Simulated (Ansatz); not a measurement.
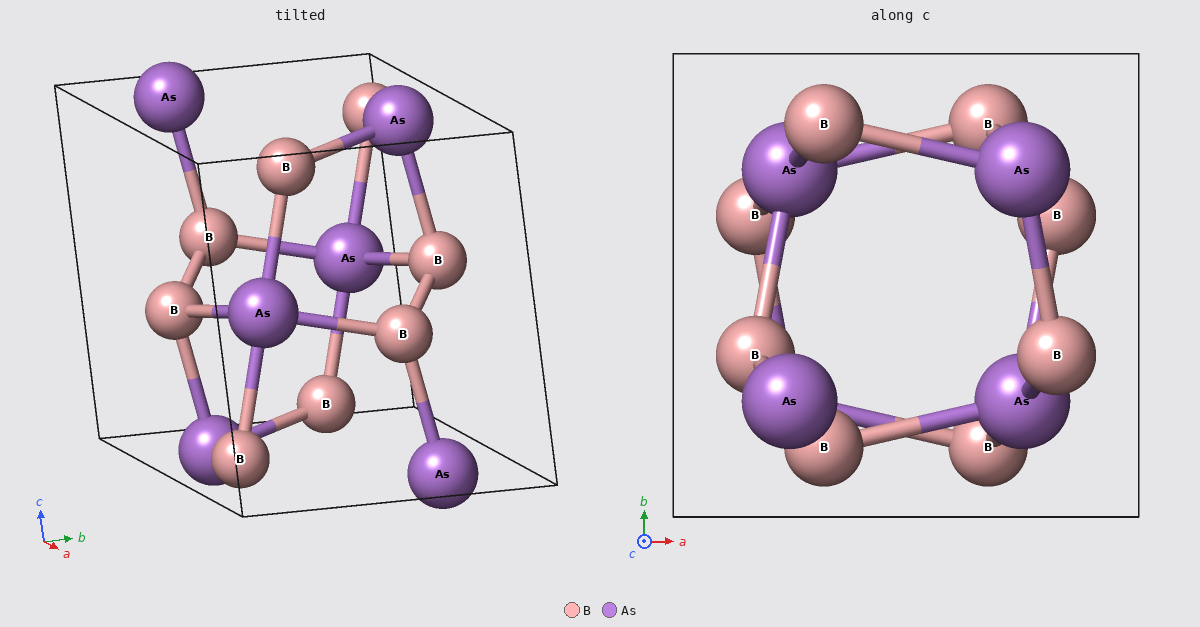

An orthographic ball-and-stick view of the structure, slightly off an axis and along the c axis. Lines trace the edges of the conventional unit cell. Cell: a = 5.42 Å, b = 5.12 Å, c = 5.33 Å, α = 90.00°, β = 108.53°, γ = 90.00°.

The cell started as a structure type filled with these elements by a generator (whether the compound takes this form wasn't checked). Earlier steps of the study may have refined or changed the cell and positions. A calculation with Ansatz used it as input.

Q: What is this?

A: Chemical formula B$_{2}$As. It belongs to space group C2/c (No. 15) and has a base-centred monoclinic lattice. Content of the cell: 8 B, 4 As (Z = 4). The B atoms are each bonded to three As and one B in a distorted tetrahedral arrangement (about 2.2 to 2.3 Å to As, 1.7 Å to B). Each As atom has six B at about 2.2 to 2.3 Å around it. The bonds build a three-dimensional framework.

Theory: DFT PBE, scalar-relativistic, plane waves, PAW in Ansatz. Numerical settings: a plane-wave cutoff of 420 eV, k-points about 0.17 Å⁻¹ apart, Gaussian smearing of 0.1 eV, no spin polarisation.

Q: Predict the gap.

A: A metal: bands cross the Fermi level.

Q: Give the Bader charge of each element.

A: B +0.03 e; As -0.06 e.

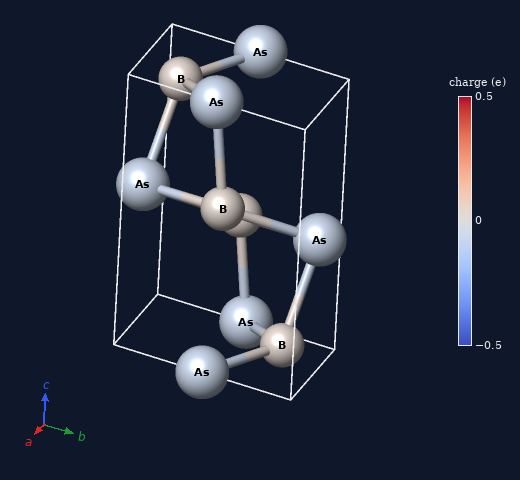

The atoms coloured by those charges. The run's cell of 6 atoms is drawn, so axes and origin can differ from the first picture.

Q: Do the forces and the stress vanish for this geometry?

A: Yes. All forces vanish to within 0.01 eV/Å. The pressure is 0.0 GPa, close to zero.
